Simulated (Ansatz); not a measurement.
System: rocksalt CaS, space group Fm-3m, 2 atoms in the primitive cell, relaxed with r2SCAN; cubic a = 5.696 Å. Starting point: PBE, Ansatz PAW set, no spin polarisation, no spin-orbit coupling, 4×4×4 k mesh, 420 eV cutoff, fixed occupations (Ansatz). Many-body step: G0W0 with empty bands 342, screening cutoff 220 eV and frequency treatment contour deformation.

In PBE the smallest gap over these k points is 2.36 eV, with direct gaps of 3.16 eV at X, 4.15 eV at Γ and 6.36 eV at L.

Q: What does G0W0 give?

A: Over the k points that were corrected, the smallest gap goes from 2.36 eV in PBE (Γ to X) to 4.17 eV in G0W0 (Γ to X), a change of +1.81 eV (+77 %). Counted from the valence top, the lowest empty level moves by +1.81 eV at X, +1.33 eV at Γ and +1.32 eV at L; over the 6 points that were corrected the shifts run from +1.32 to +2.18 eV: a spread of 0.86 eV on a mean of 1.76 eV, so one scissor shift doesn't describe this level. Only two empty levels a point were corrected, so a higher one could drop under them. The quasiparticle weight (renormalisation factor) lies between 0.75 and 0.80 for the top filled and first empty levels.

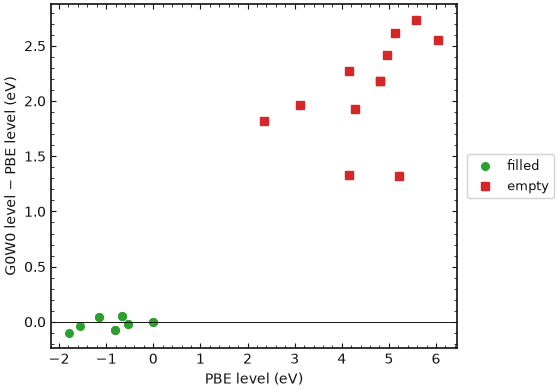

Change of each level from PBE to G0W0 against its PBE energy, both sets counted from their own valence top.

| k point | PBE direct gap (eV) | G0W0 direct gap (eV) |
| --- | --- | --- |
| X | 3.16 | 5.05 |
| Γ | 4.15 | 5.48 |
| L | 6.36 | 7.63 |

The k mesh is coarse (spacing up to 0.48 Å⁻¹), so the values aren't converged. Bands, cutoffs and mesh are finite, so these values aren't at the basis limit.
